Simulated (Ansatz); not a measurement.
## Geometry relaxation, with input and output: ZnSn2O8 (part 2 of 2)

ZnSn2O8 (defect cell, 11 atoms in the cell); DFT PBE, scalar-relativistic, plane waves, PAW, no spin polarisation (Ansatz 0.2.0); cutoff 420 eV, 3×3×3 k-mesh, Gaussian smearing of 0.02 eV. The structure derives from a Materials Project entry. It belongs to a series of runs on one base structure; here: Zn on a Sn site beside a Sn vacancy, charge +0, atoms relaxed.

Geometry of the input (Å; fractional positions):
```
0.0000  4.8272  -3.2382
0.0000  -4.8272  -3.2382
-4.8272  0.0000  3.2382
Zn 0.2500  0.7500  0.5000
Sn 0.0000  0.0000  0.0000
Sn 0.5000  0.5000  0.0000
O  0.5566  0.7500  0.8066
O  0.0566  0.2500  0.8066
O  0.9434  0.7500  0.1934
O  0.4434  0.2500  0.1934
O  0.5000  0.1934  0.6934
O  0.0000  0.6934  0.6934
O  0.5000  0.8066  0.3066
O  -0.0000  0.3066  0.3066
```

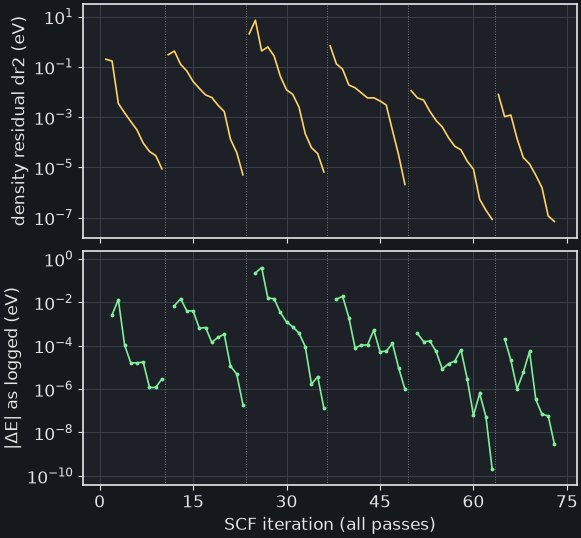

Convergence of the self-consistent field: density residual dr2 and size of the energy change against the SCF iteration. The dotted lines part the SCF passes of the relaxation: geometry steps, rejected trials and re-solves on a re-selected basis. The 6 passes take 10 to 14 iterations each, 73 in all.

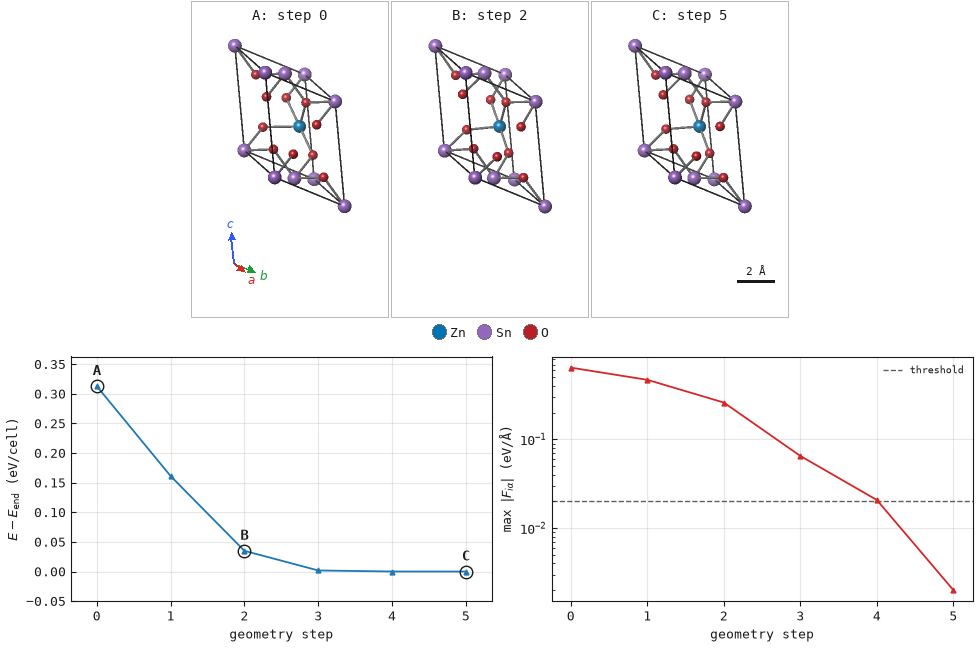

Frames of the relaxation (ball-and-stick view of the cell of the calculation, seen slightly off an axis) above the curves, on which the letters mark them (the first geometry is step 0 here and step 1 in the log).

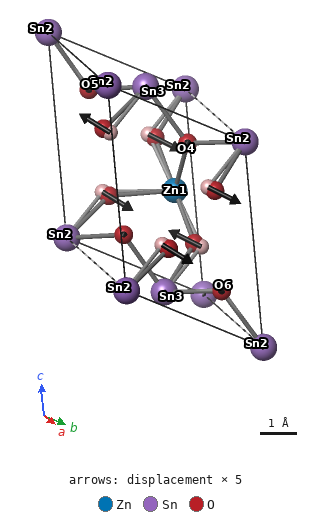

Start (faint) and end (solid) with the displacements as black arrows, magnified 5 times (ball-and-stick view of the cell of the calculation, seen slightly off an axis). The largest moves, 0.21 Å, are those of O8, O9, O10 and O11. By element the largest moves are O 0.21 Å, Sn 0.02 Å. Zn stays in place. The cell doesn't change. Among the contacts that change: Zn1–O10 2.089 → 1.938 Å, Zn1–O4 2.093 → 2.127 Å, Sn2–O4 2.089 → 2.081 Å, Sn2–O5 2.089 → 2.096 Å. Among the angles that change: O8–Sn3–O10 180.0° → 169.3°, Zn1–O11–Sn2 129.2° → 138.8°, O8–Zn1–O10 78.4° → 86.8°. The energy falls by 0.313 eV per cell of the calculation in 5 geometry steps. The largest force component goes from 0.65 to 0.002 eV/Å. (Atoms are counted from 1 in the order of the input.)

```
SCF converged after 10 iterations
Free energy (F): -19889.772185 eV
Harris-Foulkes:  -19889.772185 eV  (|F-HF|=6.45e-8)
Internal energy: -19889.762448 eV  (E = F + TS)
E sigma→0 (E₀):  -19889.767317 eV
Entropy (-TS):   -0.009737 eV (-0.885 meV/atom)
Fermi energy:    4.061767 eV
--- Per-component energies (eV) ---
  E_band       = -433.589711
  E_kinetic    = 1875.992602
  E_local      = -7190.878205  (includes V_loc(G=0)·N_el)
  E_nonlocal   = 937.898484
  E_hartree    = 3163.056686
  E_xc         = -1473.656868
  E_vxc        = -973.853900  (∫ρ·V_xc dr)
  E_paw        = -11374.711071  (= ΣΔE_a)
  E_vpaw       = -1408.888602  (= ΣTr[D̂ρ^β])
  E_aug_tail   = 0.018369  (compensation charges beyond the density's cutoff)
  E_ewald      = -5827.482445
  E_smearing   = -0.009737  (= −TS)
  E_closure    = 0.000000  (closes the sum)
  Σ components = -19889.772185   (vs F -19889.772185, Δ=0.00e0)
--- Forces (eV/Å), atoms counted from 1 ---
  atom   1  Zn    -0.00000000    -0.00000000     0.00000000
  atom   2  Sn    -0.00000000     0.00000000    -0.00156619
  atom   3  Sn    -0.00000000     0.00000000     0.00156619
  atom   4  O     -0.00200536     0.00200536     0.00000000
  atom   5  O     -0.00069775     0.00069775     0.00000000
  atom   6  O      0.00200536    -0.00200536     0.00000000
  atom   7  O      0.00069775    -0.00069775     0.00000000
  atom   8  O      0.00003934     0.00003934     0.00010830
  atom   9  O      0.00003934     0.00003934    -0.00010830
  atom  10  O     -0.00003934    -0.00003934     0.00010830
  atom  11  O     -0.00003934    -0.00003934    -0.00010830
  max |Σ_I F_I| component: 6.51e-18 eV/Å
--- Band table (eV; the first three rows and the last of 8) ---
  k-point 0: bands = ["-16.2709", "-16.1806", "-15.8309", "-15.5747", "-15.5601", "-15.4658", "-15.4362", "-15.4158", "-15.3758", "-15.3469", "-13.6608", "-12.6805", "-12.2246", "-12.1341", "-12.0405", "-11.8130", "-11.2857", "-10.9138", "-2.6142", "-2.1638", "-2.0378", "-1.6145", "-1.4272", "-1.4047", "-1.3196", "0.3093", "0.3524", "0.6464", "1.4685", "1.6064", "1.8333", "2.0349", "2.6732", "2.9819", "3.1024", "3.3654", "3.5202", "3.5448", "3.5907", "3.6758", "3.7668", "3.8105", "3.8444", "4.1060", "4.2310", "4.2469", "4.4464", "7.1856", "9.7648", "11.4620", "12.9587", "13.4559", "13.8087", "14.5710", "15.1919"]
  k-point 1: bands = ["-16.2692", "-16.1866", "-15.8237", "-15.5735", "-15.5603", "-15.4661", "-15.4342", "-15.4175", "-15.3761", "-15.3480", "-13.4252", "-12.7059", "-12.5762", "-12.1432", "-12.1362", "-11.7380", "-11.1959", "-10.9085", "-2.7678", "-1.7606", "-1.5688", "-1.4930", "-1.3401", "-1.2898", "-1.1592", "0.0472", "0.3293", "0.6121", "1.1768", "1.5052", "1.6076", "1.6866", "2.3774", "2.9007", "3.0076", "3.2155", "3.4686", "3.4825", "3.6350", "3.6637", "3.6824", "3.7579", "4.0544", "4.0771", "4.1692", "4.2072", "4.2764", "8.2783", "10.3053", "11.4035", "12.8046", "13.4804", "13.8417", "15.2192", "15.2383"]
  k-point 2: bands = ["-16.1223", "-16.0782", "-15.9004", "-15.7737", "-15.5357", "-15.4452", "-15.4309", "-15.4274", "-15.4207", "-15.3977", "-13.4019", "-12.8937", "-12.4006", "-12.1509", "-11.8862", "-11.5726", "-11.2465", "-11.2256", "-2.5602", "-1.9016", "-1.7336", "-1.4577", "-1.3361", "-1.2927", "-1.1890", "-0.0657", "0.7802", "0.8813", "1.1056", "1.6010", "1.7389", "1.8196", "2.1759", "2.6944", "2.7874", "3.0663", "3.2246", "3.4225", "3.4930", "3.6904", "3.7877", "3.8515", "3.9661", "4.0993", "4.1101", "4.2166", "4.2444", "8.7268", "10.0274", "12.4958", "12.5669", "13.3402", "14.2855", "14.3569", "14.9245"]
  k-point 7: bands = ["-16.2647", "-16.2000", "-15.8205", "-15.5756", "-15.5605", "-15.4653", "-15.4321", "-15.4191", "-15.3763", "-15.3493", "-13.2168", "-12.8152", "-12.4920", "-12.2852", "-12.1468", "-11.7570", "-11.3125", "-10.8729", "-2.6507", "-2.1055", "-1.5752", "-1.3148", "-1.2867", "-1.2054", "-0.7978", "-0.0439", "0.5922", "0.7854", "1.3492", "1.6530", "1.6730", "1.7538", "2.3797", "2.6801", "2.9025", "3.1776", "3.2948", "3.3924", "3.4406", "3.5148", "3.5837", "3.7467", "3.8174", "3.8319", "3.8675", "4.0525", "4.2485", "8.8386", "10.5291", "11.8693", "12.4344", "13.7527", "13.9802", "15.0434", "15.2742"]
--- Relaxed structure (6 steps of the walk, 6 accepted, 0 SCFs on fresh bases) ---
  F+E_penalty+E_count = -19889.77218525 eV   max|allowed force component| = 2.005e-3 eV/Å
  atoms:
    - { symbol: Zn, position: [0.25, 0.75, 0.5] }
    - { symbol: Sn, position: [0.0025771701724224146, 0.0025771701724224146, 1.6538959460727526e-19] }
    - { symbol: Sn, position: [0.4974228298275776, 0.4974228298275776, 1.6538959460727512e-19] }
    - { symbol: O, position: [0.5615190701193966, 0.75, 0.8115190701193965] }
    - { symbol: O, position: [0.05204903956787352, 0.2500000000000001, 0.8020490395678734] }
    - { symbol: O, position: [0.9384809298806035, 0.7499999999999999, 0.18848092988060358] }
    - { symbol: O, position: [0.4479509604321265, 0.24999999999999994, 0.1979509604321266] }
    - { symbol: O, position: [0.46730852986229454, 0.16242537896126935, 0.6951168490989749] }
    - { symbol: O, position: [0.03269147013770542, 0.7278083192366803, 0.6951168490989749] }
    - { symbol: O, position: [0.46730852986229465, 0.7721916807633198, 0.3048831509010252] }
    - { symbol: O, position: [0.03269147013770542, 0.3375746210387306, 0.3048831509010252] }
```

Trajectory as extended XYZ (Å, eV, eV/Å), 6 frames, from step=1 to step=6:
```
11
Lattice="0.0000 4.8272 -3.2382 0.0000 -4.8272 -3.2382 -4.8272 0.0000 3.2382" Properties=species:S:1:pos:R:3:forces:R:3 step=1 energy=-19889.45921
Zn   -2.4136   -2.4136   -1.6191    0.0000   0.0000   0.0000
Sn    0.0000    0.0000    0.0000    0.0000   0.0000   0.0837
Sn    0.0000    0.0000   -3.2382    0.0000   0.0000  -0.0837
O    -3.8935   -0.9337   -1.6191    0.2472  -0.2472   0.0000
O    -3.8935   -0.9337    1.6191    0.0163  -0.0163   0.0000
O    -0.9337    0.9337   -4.8572   -0.2472   0.2472   0.0000
O    -0.9337    0.9337   -1.6191   -0.0163   0.0163   0.0000
O    -3.3473    1.4799    0.0000    0.0150   0.0150   0.6459
O    -3.3473   -3.3473    0.0000    0.0150   0.0150  -0.6459
O    -1.4799   -1.4799   -3.2382   -0.0150  -0.0150   0.6459
O    -1.4799   -1.4799    0.0000   -0.0150  -0.0150  -0.6459
11
Lattice="0.0000 4.8272 -3.2382 0.0000 -4.8272 -3.2382 -4.8272 0.0000 3.2382" Properties=species:S:1:pos:R:3:forces:R:3 step=2 energy=-19889.61092
Zn   -2.4136   -2.4136   -1.6191    0.0000   0.0000   0.0000
Sn    0.0000    0.0000   -0.0006    0.0000   0.0000   0.1419
Sn    0.0000    0.0000   -3.2376    0.0000   0.0000  -0.1419
O    -3.8851   -0.9421   -1.6191   -0.0230   0.0230   0.0000
O    -3.8914   -0.9358    1.6191    0.0704  -0.0704   0.0000
O    -0.9421    0.9421   -4.8572    0.0230  -0.0230   0.0000
O    -0.9358    0.9358   -1.6191   -0.0704   0.0704   0.0000
O    -3.3606    1.4665    0.0695    0.1332   0.1332   0.4706
O    -3.3606   -3.3606   -0.0695    0.1332   0.1332  -0.4706
O    -1.4665   -1.4665   -3.1686   -0.1332  -0.1332   0.4706
O    -1.4665   -1.4665   -0.0695   -0.1332  -0.1332  -0.4706
11
Lattice="0.0000 4.8272 -3.2382 0.0000 -4.8272 -3.2382 -4.8272 0.0000 3.2382" Properties=species:S:1:pos:R:3:forces:R:3 step=3 energy=-19889.73720
Zn   -2.4136   -2.4136   -1.6191    0.0000   0.0000   0.0000
Sn    0.0000    0.0000   -0.0330    0.0000   0.0000   0.2272
Sn    0.0000    0.0000   -3.2051    0.0000   0.0000  -0.2272
O    -3.9177   -0.9095   -1.6191   -0.1767   0.1767   0.0000
O    -3.8541   -0.9731    1.6191   -0.0746   0.0746   0.0000
O    -0.9095    0.9095   -4.8572    0.1767  -0.1767   0.0000
O    -0.9731    0.9731   -1.6191    0.0746  -0.0746   0.0000
O    -3.3667    1.4605    0.2675   -0.0041  -0.0041  -0.2609
O    -3.3667   -3.3667   -0.2675   -0.0041  -0.0041   0.2609
O    -1.4605   -1.4605   -2.9706    0.0041   0.0041  -0.2609
O    -1.4605   -1.4605   -0.2675    0.0041   0.0041   0.2609
11
Lattice="0.0000 4.8272 -3.2382 0.0000 -4.8272 -3.2382 -4.8272 0.0000 3.2382" Properties=species:S:1:pos:R:3:forces:R:3 step=4 energy=-19889.77033
Zn   -2.4136   -2.4136   -1.6191    0.0000   0.0000   0.0000
Sn    0.0000    0.0000   -0.0156    0.0000   0.0000   0.0367
Sn    0.0000    0.0000   -3.2225    0.0000   0.0000  -0.0367
O    -3.9151   -0.9121   -1.6191   -0.0175   0.0175   0.0000
O    -3.8731   -0.9541    1.6191    0.0253  -0.0253   0.0000
O    -0.9121    0.9121   -4.8572    0.0175  -0.0175   0.0000
O    -0.9541    0.9541   -1.6191   -0.0253   0.0253   0.0000
O    -3.3622    1.4650    0.2141    0.0652   0.0652   0.0057
O    -3.3622   -3.3622   -0.2141    0.0652   0.0652  -0.0057
O    -1.4650   -1.4650   -3.0240   -0.0652  -0.0652   0.0057
O    -1.4650   -1.4650   -0.2141   -0.0652  -0.0652  -0.0057
11
Lattice="0.0000 4.8272 -3.2382 0.0000 -4.8272 -3.2382 -4.8272 0.0000 3.2382" Properties=species:S:1:pos:R:3:forces:R:3 step=5 energy=-19889.77209
Zn   -2.4136   -2.4136   -1.6191    0.0000   0.0000   0.0000
Sn    0.0000    0.0000   -0.0156    0.0000   0.0000  -0.0208
Sn    0.0000    0.0000   -3.2225    0.0000   0.0000   0.0208
O    -3.9160   -0.9112   -1.6191   -0.0177   0.0177   0.0000
O    -3.8710   -0.9562    1.6191   -0.0131   0.0131   0.0000
O    -0.9112    0.9112   -4.8572    0.0177  -0.0177   0.0000
O    -0.9562    0.9562   -1.6191    0.0131  -0.0131   0.0000
O    -3.3556    1.4715    0.2115   -0.0016  -0.0016  -0.0018
O    -3.3556   -3.3556   -0.2115   -0.0016  -0.0016   0.0018
O    -1.4715   -1.4715   -3.0267    0.0016   0.0016  -0.0018
O    -1.4715   -1.4715   -0.2115    0.0016   0.0016   0.0018
11
Lattice="0.0000 4.8272 -3.2382 0.0000 -4.8272 -3.2382 -4.8272 0.0000 3.2382" Properties=species:S:1:pos:R:3:forces:R:3 step=6 energy=-19889.77219
Zn   -2.4136   -2.4136   -1.6191    0.0000   0.0000   0.0000
Sn    0.0000    0.0000   -0.0167    0.0000   0.0000  -0.0016
Sn    0.0000    0.0000   -3.2215    0.0000   0.0000   0.0016
O    -3.9174   -0.9098   -1.6191   -0.0020   0.0020   0.0000
O    -3.8716   -0.9555    1.6191   -0.0007   0.0007   0.0000
O    -0.9098    0.9098   -4.8572    0.0020  -0.0020   0.0000
O    -0.9555    0.9555   -1.6191    0.0007  -0.0007   0.0000
O    -3.3555    1.4717    0.2117    0.0000   0.0000   0.0001
O    -3.3555   -3.3555   -0.2117    0.0000   0.0000  -0.0001
O    -1.4717   -1.4717   -3.0264    0.0000   0.0000   0.0001
O    -1.4717   -1.4717   -0.2117    0.0000   0.0000  -0.0001
```

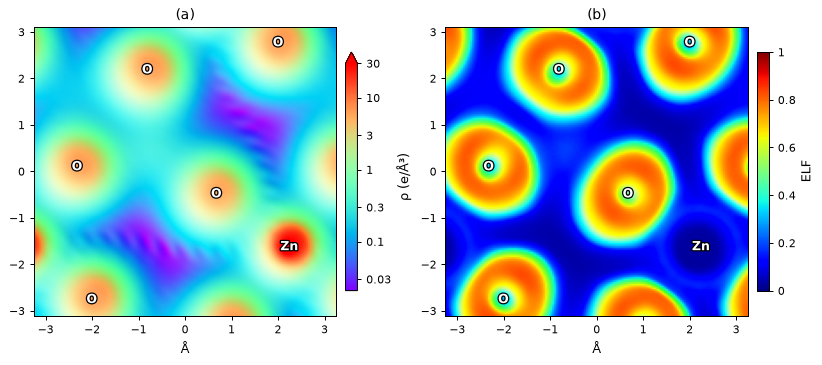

(a) valence pseudo-density; (b) electron localisation function on the (010) plane of the calculation cell. Atoms in the plane: Zn and O. Zn–O (1.94 Å): the density is about 0.64 e/Å³ at the midpoint; the ELF is about 0.30 at the midpoint (a polar contact without a shared pair, in a metal). Away from the nuclei the density in this plane falls to 0.02 e/Å³ at its lowest. In a PAW calculation such maps are meaningful between the atoms, not at the nuclei.

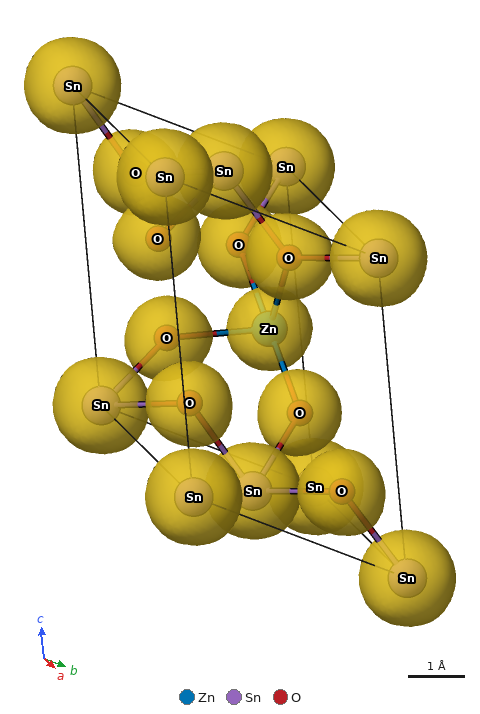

Isosurface of the valence charge density (pseudo) at 0.8 e/Å³ (yellow), seen slightly off an axis. Sticks mark near contacts. The outline is the calculation cell. At this value the density breaks into separate islands; it holds about 75 % of the electrons treated as valence (semicore included). It is pinched off along the Zn–O (1.94 Å), Sn–O (2.08 Å) and Zn–O (2.13 Å) contacts. On the grid the lowest density along these lines, outside the cores, is 0.64 e/Å³ (Zn–O, 1.94 Å), 0.64 e/Å³ (Sn–O, 2.08 Å) and 0.4 e/Å³ (Zn–O, 2.13 Å).

Results in brief:

```json
{"quantity": "outcome", "value": "converged"}
{"quantity": "electrons treated", "value": "88"}
{"quantity": "free energy", "value": "−19889.7722 eV"}
{"quantity": "Fermi energy", "value": "4.062 eV"}
{"quantity": "gap on the k-point mesh", "value": "none (metallic)"}
{"quantity": "final volume", "value": "150.91 Å³"}
{"quantity": "largest force (length of the vector) at the end", "value": "0.003 eV/Å"}
{"quantity": "hardware", "value": "4 threads of Arm Neoverse V1, 24 GiB of memory available, shared host"}
{"quantity": "wall time", "value": "12 s (CPU time 46 s)"}
{"quantity": "peak memory", "value": "0.56 GiB"}
```
